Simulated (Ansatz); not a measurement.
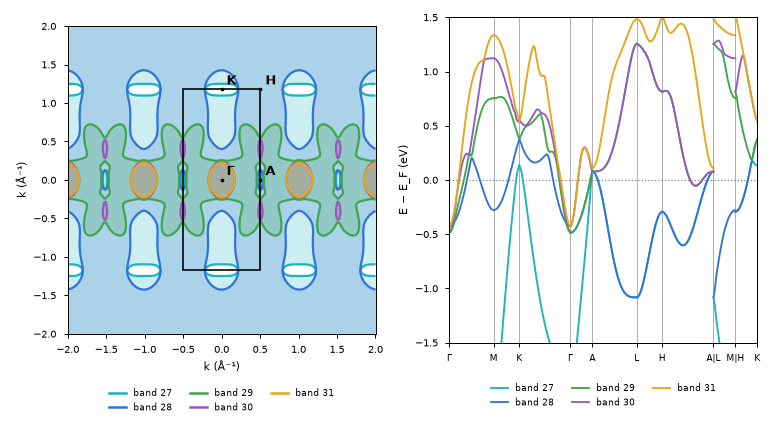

TiSe (P6_3/mmc): cut through the Fermi surface in the plane through Γ, A and K, filled states shaded, and the bands that cross the Fermi level.

All numbers here come from Ansatz, DFT r2SCAN, scalar-relativistic, plane waves, PAW; levels and slopes on a dense k mesh at the converged density. No spin polarisation. k mesh for the levels: 36×36×16. Unrelaxed database geometry (residual pressure 4 GPa).

**For each band, read its level at the labelled points (eV from the Fermi level).**

```tsv
band	Γ	A	K	H	M	L
band 27	below	+0.08	+0.14	−0.29	below	−1.08
band 28	−0.49	+0.08	+0.38	−0.29	−0.28	−1.08
band 29	−0.49	+0.08	+0.38	+0.81	+0.75	+1.25
band 30	−0.43	+0.08	+0.54	+0.81	+1.12	+1.25
band 31	−0.43	+0.11	+0.54	above	+1.33	+1.48
```

Negative values are filled states; "above" and "below" lie outside the plotted window.

Spin-orbit coupling is left out; with Se it can split, shift or remove sheets. A magnetic state wasn't tried and may lie lower.
